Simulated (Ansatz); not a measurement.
## HfO2: geometry relaxation (part 3 of 3)

Continued. System: HfO2 (slab, 36 atoms in the cell). Method: DFT PBE+D3(BJ), scalar-relativistic, plane waves, PAW, no spin polarisation (Ansatz 0.2.0); cutoff 420 eV, 3×3×1 k-mesh, Gaussian smearing of 0.05 eV. The structure derives from an entry of the Crystallography Open Database. The input holds or restrains some coordinates. Forces given for the steps count only the free coordinates. It belongs to a series of runs on one base structure; here: clean slab, lower planes held.

## Output, continued
```
  k-point 2: bands = ["-59.1735", "-59.1735", "-59.1735", "-59.1689", "-59.1061", "-59.1061", "-59.1061", "-59.1014", "-59.0141", "-59.0141", ... 64 levels left out ..., "-9.1005", "-9.1005", "-9.0965", "-9.0927", "-9.0927", "-9.0927", "-9.0910", "-9.0883", "-9.0883", "-9.0883", "-9.0666", "-9.0666", "-9.0666", "-9.0630", "-9.0630", "-9.0630", "-9.0468", "-9.0449", "-9.0235", "-9.0199", "-9.0053", "-9.0053", "-9.0053", "-8.9915", "-8.9915", "-8.9915", "-8.9894", "-8.9859", "-8.9847",
      "-8.9847", "-8.9847", "-8.9804", "-8.9804", "-8.9804", "-8.9755", "-8.9755", "-8.9755", "-8.9681", "-8.9673", "-8.9673", "-8.9673", "-8.9609", "-8.9596", "-8.9596", "-8.9596", "-8.9572", "-8.9566", "-8.9526", "-8.9512", "-8.9512", "-8.9512", "-8.9401", "-8.9401", "-8.9401", "-8.9321", "-8.9282", "-8.9271", "-8.9271", "-8.9271", "-8.9271", "-8.9252", "-8.9252", "-8.9252", "-8.9118", "-8.9118", "-8.9118", "-8.9065", "-8.9065", "-8.9065",
      "-8.8999", "-8.8999", "-8.8999", "-8.8866", "-8.8865", "-8.8732", "-8.8684", "-8.8561", "-8.8561", "-8.8561", "-8.8286", "-8.8286", "-8.8286", "-3.2046", "-3.1526", "-3.0564", "-2.9735", "-2.9735", "-2.9735", "-2.8448", "-2.8448", "-2.8448", "-2.7184", "-2.7184", "-2.7184", "-2.5254", "-2.5254", "-2.5254", "-2.1931", "-2.0671", "-1.9373", "-1.9373", "-1.9373", "-1.7487", "-1.7487", "-1.7487", "-1.5363", "-1.3956", "-1.3956", "-1.3956",
      "-1.3313", "-1.2180", "-1.2180", "-1.2180", "-1.0629", "-1.0629", "-1.0629", "-0.9198", "-0.8410", "-0.4230", "-0.4230", "-0.4230", "-0.3129", "-0.3129", "-0.3129", "0.1279", "0.1433", "0.1866", "0.1866", "0.1866", "0.3347", "0.3602", "0.6390", "0.6390", "0.6390", "0.8345", "0.8345", "0.8345", "1.0607", "1.0607", "1.0607", "1.1699", "1.2004", "1.2053", "1.2053", "1.2053", "1.2199", "1.2533", "1.3203", "1.3203",
      "1.3203", "1.3923", "1.6626", "1.6626", "1.6626", "6.3810", "6.3810", "6.3810", "6.4051", "6.4205", "6.4635", "6.4635", "6.4635", "6.6658", "6.6658", "6.6658", "6.8144", "6.8280", "6.8280", "6.8280", "6.8798", "6.8798", "6.8798", "7.0656", "7.0656", "7.0656", "7.1954", "7.2185", "7.2185", "7.2185", "7.2323", "7.2851", "7.5679", "7.6847", "7.6847", "7.6847", "7.8289", "9.0711", "9.0711", "9.0711",
      "9.1822", "9.3809", "9.4231", "9.4654", "9.4654", "9.4654", "9.4738", "9.4738", "9.4738", "9.5207", "9.5653"]
--- Relaxed structure (5 steps of the walk, 5 accepted, 0 SCFs on fresh bases) ---
  F+E_penalty+E_count = -202338.50108631 eV   max|allowed force component| = 1.643e-3 eV/Å
  atoms:
    - { symbol: O, position: [0.5, 0.49999999999999994, 0.3430226084] }
    - { symbol: O, position: [0.5, 0.0, 0.3430226084] }
    - { symbol: O, position: [0.0, 0.49999999999999994, 0.3430226084] }
    - { symbol: O, position: [0.0, 0.0, 0.3430226084] }
    - { symbol: Hf, position: [0.33333333333333337, 0.16666666666666663, 0.3744180868] }
    - { symbol: Hf, position: [0.3333333333333333, 0.6666666666666665, 0.3744180868] }
    - { symbol: Hf, position: [0.8333333333333334, 0.16666666666666663, 0.3744180868] }
    - { symbol: Hf, position: [0.8333333333333333, 0.6666666666666665, 0.3744180868] }
    - { symbol: O, position: [0.6666666666666666, 0.3333333333333333, 0.40581356510000005] }
    - { symbol: O, position: [0.6666666666666667, 0.8333333333333334, 0.40581356510000005] }
    - { symbol: O, position: [0.16666666666666666, 0.3333333333333333, 0.40581356510000005] }
    - { symbol: O, position: [0.16666666666666669, 0.8333333333333333, 0.40581356510000005] }
    - { symbol: O, position: [0.8333333333333333, 0.6666666666666665, 0.46860452170000005] }
    - { symbol: O, position: [0.8333333333333334, 0.16666666666666663, 0.46860452170000005] }
    - { symbol: O, position: [0.3333333333333333, 0.6666666666666665, 0.46860452170000005] }
    - { symbol: O, position: [0.33333333333333337, 0.16666666666666663, 0.46860452170000005] }
    - { symbol: Hf, position: [0.6666666666666666, 0.3333333333333333, 0.4996968072985934] }
    - { symbol: Hf, position: [0.6666666666666667, 0.8333333333333334, 0.4996968072985934] }
    - { symbol: Hf, position: [0.16666666666666666, 0.3333333333333333, 0.4996968072985934] }
    - { symbol: Hf, position: [0.16666666666666669, 0.8333333333333333, 0.4996968072985934] }
    - { symbol: O, position: [0.0, 0.49999999999999994, 0.531593075268022] }
    - { symbol: O, position: [1.3724796178988082e-20, -5.489918471666479e-20, 0.531593075268022] }
    - { symbol: O, position: [0.5, 0.49999999999999994, 0.531593075268022] }
    - { symbol: O, position: [0.5, -5.489918440575849e-20, 0.531593075268022] }
    - { symbol: O, position: [0.16666666666666669, 0.8333333333333333, 0.5921800869491334] }
    - { symbol: O, position: [0.16666666666666666, 0.3333333333333333, 0.5921800869491334] }
    - { symbol: O, position: [0.6666666666666667, 0.8333333333333334, 0.5921800869491334] }
    - { symbol: O, position: [0.6666666666666666, 0.3333333333333333, 0.5921800869491334] }
    - { symbol: Hf, position: [0.0, 0.49999999999999994, 0.6237346602233118] }
    - { symbol: Hf, position: [-1.2830748796356177e-19, 5.132299518598611e-19, 0.6237346602233118] }
    - { symbol: Hf, position: [0.5, 0.49999999999999994, 0.6237346602233118] }
    - { symbol: Hf, position: [0.5, 5.132299520474063e-19, 0.6237346602233118] }
    - { symbol: O, position: [0.3333333333333333, 0.6666666666666665, 0.6578726693231902] }
    - { symbol: O, position: [0.33333333333333337, 0.16666666666666663, 0.6578726693231902] }
    - { symbol: O, position: [0.8333333333333333, 0.6666666666666665, 0.6578726693231902] }
    - { symbol: O, position: [0.8333333333333334, 0.16666666666666663, 0.6578726693231902] }
```

## Trajectory as extended XYZ (Å, eV, eV/Å), 3 of the 5 frames kept, from step=1 to step=5
```
36
Lattice="7.1741 0.0000 0.0000 -3.5871 6.2130 0.0000 0.0000 0.0000 23.3221" Properties=species:S:1:pos:R:3:forces:R:3 step=1 energy=-202338.35414
O     1.7935    3.1065    8.0000    0.0000   0.0000  -0.6950
O     3.5871    0.0000    8.0000    0.0000   0.0000  -0.6950
O    -1.7935    3.1065    8.0000    0.0000   0.0000  -0.6950
O     0.0000    0.0000    8.0000    0.0000   0.0000  -0.6950
Hf    1.7935    1.0355    8.7322    0.0000   0.0000   0.9165
Hf    0.0000    4.1420    8.7322    0.0000   0.0000   0.9165
Hf    5.3806    1.0355    8.7322    0.0000   0.0000   0.9165
Hf    3.5871    4.1420    8.7322    0.0000   0.0000   0.9165
O     3.5871    2.0710    9.4644    0.0000   0.0000   0.3488
O     1.7935    5.1775    9.4644    0.0000   0.0000   0.3488
O     0.0000    2.0710    9.4644    0.0000   0.0000   0.3488
O    -1.7935    5.1775    9.4644    0.0000   0.0000   0.3488
O     3.5871    4.1420   10.9288    0.0000   0.0000  -0.4216
O     5.3806    1.0355   10.9288    0.0000   0.0000  -0.4216
O     0.0000    4.1420   10.9288    0.0000   0.0000  -0.4216
O     1.7935    1.0355   10.9288    0.0000   0.0000  -0.4216
Hf    3.5871    2.0710   11.6610    0.0000   0.0000   0.0000
Hf    1.7935    5.1775   11.6610    0.0000   0.0000   0.0000
Hf    0.0000    2.0710   11.6610    0.0000   0.0000   0.0000
Hf   -1.7935    5.1775   11.6610    0.0000   0.0000   0.0000
O    -1.7935    3.1065   12.3932    0.0000   0.0000   0.4216
O     0.0000    0.0000   12.3932    0.0000   0.0000   0.4216
O     1.7935    3.1065   12.3932    0.0000   0.0000   0.4216
O     3.5871    0.0000   12.3932    0.0000   0.0000   0.4216
O    -1.7935    5.1775   13.8577    0.0000   0.0000  -0.3488
O     0.0000    2.0710   13.8577    0.0000   0.0000  -0.3488
O     1.7935    5.1775   13.8577    0.0000   0.0000  -0.3488
O     3.5871    2.0710   13.8577    0.0000   0.0000  -0.3488
Hf   -1.7935    3.1065   14.5899    0.0000   0.0000  -0.9165
Hf    0.0000    0.0000   14.5899    0.0000   0.0000  -0.9165
Hf    1.7935    3.1065   14.5899    0.0000   0.0000  -0.9165
Hf    3.5871    0.0000   14.5899    0.0000   0.0000  -0.9165
O     0.0000    4.1420   15.3221    0.0000   0.0000   0.6950
O     1.7935    1.0355   15.3221    0.0000   0.0000   0.6950
O     3.5871    4.1420   15.3221    0.0000   0.0000   0.6950
O     5.3806    1.0355   15.3221    0.0000   0.0000   0.6950
36
Lattice="7.1741 0.0000 0.0000 -3.5871 6.2130 0.0000 0.0000 0.0000 23.3221" Properties=species:S:1:pos:R:3:forces:R:3 step=3 energy=-202338.49661
O     1.7935    3.1065    8.0000    0.0000   0.0000  -0.6914
O     3.5871    0.0000    8.0000    0.0000   0.0000  -0.6914
O    -1.7935    3.1065    8.0000    0.0000   0.0000  -0.6914
O     0.0000    0.0000    8.0000    0.0000   0.0000  -0.6914
Hf    1.7935    1.0355    8.7322    0.0000   0.0000   0.9057
Hf    0.0000    4.1420    8.7322    0.0000   0.0000   0.9057
Hf    5.3806    1.0355    8.7322    0.0000   0.0000   0.9057
Hf    3.5871    4.1420    8.7322    0.0000   0.0000   0.9057
O     3.5871    2.0710    9.4644    0.0000   0.0000   0.2563
O     1.7935    5.1775    9.4644    0.0000   0.0000   0.2563
O     0.0000    2.0710    9.4644    0.0000   0.0000   0.2563
O    -1.7935    5.1775    9.4644    0.0000   0.0000   0.2563
O     3.5871    4.1420   10.9288    0.0000   0.0000  -0.4779
O     5.3806    1.0355   10.9288    0.0000   0.0000  -0.4779
O     0.0000    4.1420   10.9288    0.0000   0.0000  -0.4779
O     1.7935    1.0355   10.9288    0.0000   0.0000  -0.4779
Hf    3.5871    2.0710   11.6531    0.0000   0.0000   0.0855
Hf    1.7935    5.1775   11.6531    0.0000   0.0000   0.0855
Hf    0.0000    2.0710   11.6531    0.0000   0.0000   0.0855
Hf   -1.7935    5.1775   11.6531    0.0000   0.0000   0.0855
O    -1.7935    3.1065   12.3964    0.0000   0.0000   0.0850
O     0.0000    0.0000   12.3964    0.0000   0.0000   0.0850
O     1.7935    3.1065   12.3964    0.0000   0.0000   0.0850
O     3.5871    0.0000   12.3964    0.0000   0.0000   0.0850
O    -1.7935    5.1775   13.8228    0.0000   0.0000  -0.0830
O     0.0000    2.0710   13.8228    0.0000   0.0000  -0.0830
O     1.7935    5.1775   13.8228    0.0000   0.0000  -0.0830
O     3.5871    2.0710   13.8228    0.0000   0.0000  -0.0830
Hf   -1.7935    3.1065   14.5582    0.0000   0.0000  -0.0524
Hf    0.0000    0.0000   14.5582    0.0000   0.0000  -0.0524
Hf    1.7935    3.1065   14.5582    0.0000   0.0000  -0.0524
Hf    3.5871    0.0000   14.5582    0.0000   0.0000  -0.0524
O     0.0000    4.1420   15.3582    0.0000   0.0000  -0.0281
O     1.7935    1.0355   15.3582    0.0000   0.0000  -0.0281
O     3.5871    4.1420   15.3582    0.0000   0.0000  -0.0281
O     5.3806    1.0355   15.3582    0.0000   0.0000  -0.0281
36
Lattice="7.1741 0.0000 0.0000 -3.5871 6.2130 0.0000 0.0000 0.0000 23.3221" Properties=species:S:1:pos:R:3:forces:R:3 step=5 energy=-202338.50109
O     1.7935    3.1065    8.0000    0.0000   0.0000  -0.6923
O     3.5871    0.0000    8.0000    0.0000   0.0000  -0.6923
O    -1.7935    3.1065    8.0000    0.0000   0.0000  -0.6923
O     0.0000    0.0000    8.0000    0.0000   0.0000  -0.6923
Hf    1.7935    1.0355    8.7322    0.0000   0.0000   0.8989
Hf    0.0000    4.1420    8.7322    0.0000   0.0000   0.8989
Hf    5.3806    1.0355    8.7322    0.0000   0.0000   0.8989
Hf    3.5871    4.1420    8.7322    0.0000   0.0000   0.8989
O     3.5871    2.0710    9.4644    0.0000   0.0000   0.2463
O     1.7935    5.1775    9.4644    0.0000   0.0000   0.2463
O     0.0000    2.0710    9.4644    0.0000   0.0000   0.2463
O    -1.7935    5.1775    9.4644    0.0000   0.0000   0.2463
O     3.5871    4.1420   10.9288    0.0000   0.0000  -0.4522
O     5.3806    1.0355   10.9288    0.0000   0.0000  -0.4522
O     0.0000    4.1420   10.9288    0.0000   0.0000  -0.4522
O     1.7935    1.0355   10.9288    0.0000   0.0000  -0.4522
Hf    3.5871    2.0710   11.6540    0.0000   0.0000  -0.0013
Hf    1.7935    5.1775   11.6540    0.0000   0.0000  -0.0013
Hf    0.0000    2.0710   11.6540    0.0000   0.0000  -0.0013
Hf   -1.7935    5.1775   11.6540    0.0000   0.0000  -0.0013
O    -1.7935    3.1065   12.3979    0.0000   0.0000   0.0004
O     0.0000    0.0000   12.3979    0.0000   0.0000   0.0004
O     1.7935    3.1065   12.3979    0.0000   0.0000   0.0004
O     3.5871    0.0000   12.3979    0.0000   0.0000   0.0004
O    -1.7935    5.1775   13.8109    0.0000   0.0000   0.0016
O     0.0000    2.0710   13.8109    0.0000   0.0000   0.0016
O     1.7935    5.1775   13.8109    0.0000   0.0000   0.0016
O     3.5871    2.0710   13.8109    0.0000   0.0000   0.0016
Hf   -1.7935    3.1065   14.5468    0.0000   0.0000  -0.0011
Hf    0.0000    0.0000   14.5468    0.0000   0.0000  -0.0011
Hf    1.7935    3.1065   14.5468    0.0000   0.0000  -0.0011
Hf    3.5871    0.0000   14.5468    0.0000   0.0000  -0.0011
O     0.0000    4.1420   15.3430    0.0000   0.0000  -0.0002
O     1.7935    1.0355   15.3430    0.0000   0.0000  -0.0002
O     3.5871    4.1420   15.3430    0.0000   0.0000  -0.0002
O     5.3806    1.0355   15.3430    0.0000   0.0000  -0.0002
```

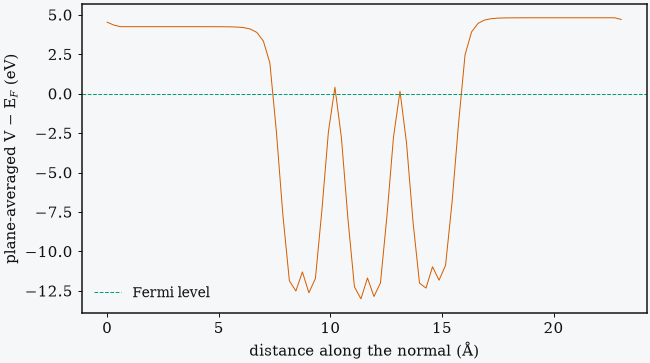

Figure 1. Plane average of the electrostatic potential energy of an electron across the cell, from the Fermi level. The vacuum level lies 4.81 eV above the Fermi level on the upper side and 4.25 eV on the lower.

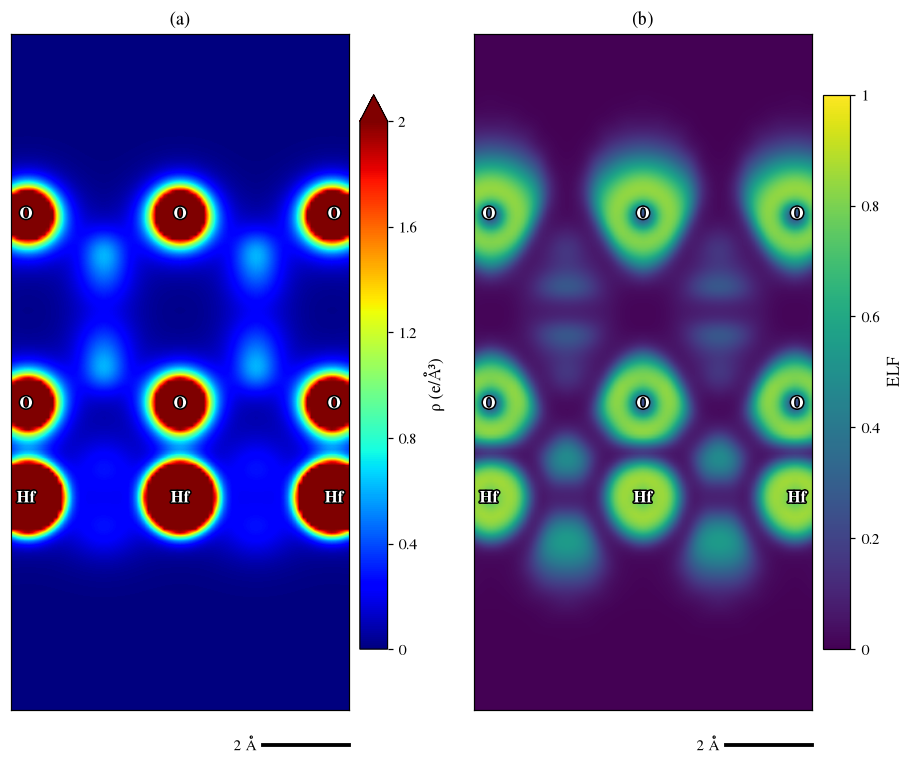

Figure 2. (a) valence electron density; (b) electron localisation function on the (100) plane of the calculation cell, a cut from vacuum to vacuum. Atoms in the plane: Hf and O. Hf–O (2.20 Å): ρ at the midpoint is about 0.57 e/Å³; the ELF is about 0.20 at the midpoint. The density dies away to nearly zero in the vacuum. The strong features right at Hf lie inside the PAW spheres (semicore, d or f shells) and say nothing about bonding. Core electrons are frozen (PAW), so the fields are smoothed inside the atomic spheres.

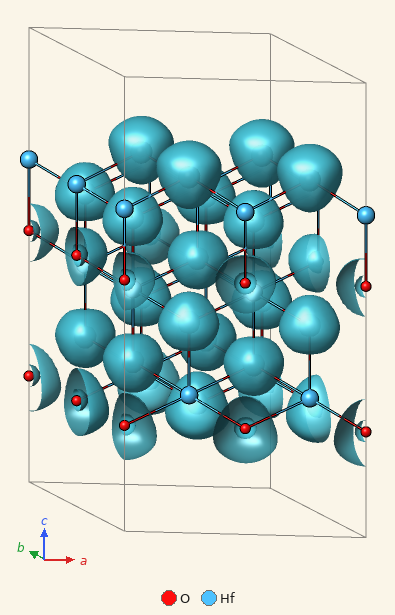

Figure 3. Isosurface of the electron localisation function at 0.65 (cyan), seen slightly off an axis. Only the valence region is drawn (cores and ρ < 0.01 e/Å³ removed). Sticks mark near contacts. Along the contacts the grid gives the following. Hf–O (2.15 Å): the ELF is about 0.20 at the midpoint. Hf–O (2.19 Å): the ELF peaks at about 0.85 in the valence shell of O, 0.6 Å from its nucleus, and drops to about 0.15 between the two atoms.

## Results in brief

- outcome: converged under the restraints of the input
- electrons treated: 456
- free energy: −202338.5011 eV
- work function, top face: 4.81 eV
- work function, bottom face: 4.25 eV
- Fermi energy: 3.929 eV
- gap on the k-point mesh: 4.19 eV
- final volume: 1039.53 Å³
- work function (upper face): 4.81 eV
- largest force (length of the vector) at the end, held atoms and coordinates included: 0.899 eV/Å
- wall time: 85 s (CPU time 5.5 min)
- peak memory: 3.5 GiB

## Remarks

Warnings of the run: the exchange-correlation potential is rough where the density is thin. Spin–orbit coupling is left out, which matters for Hf.
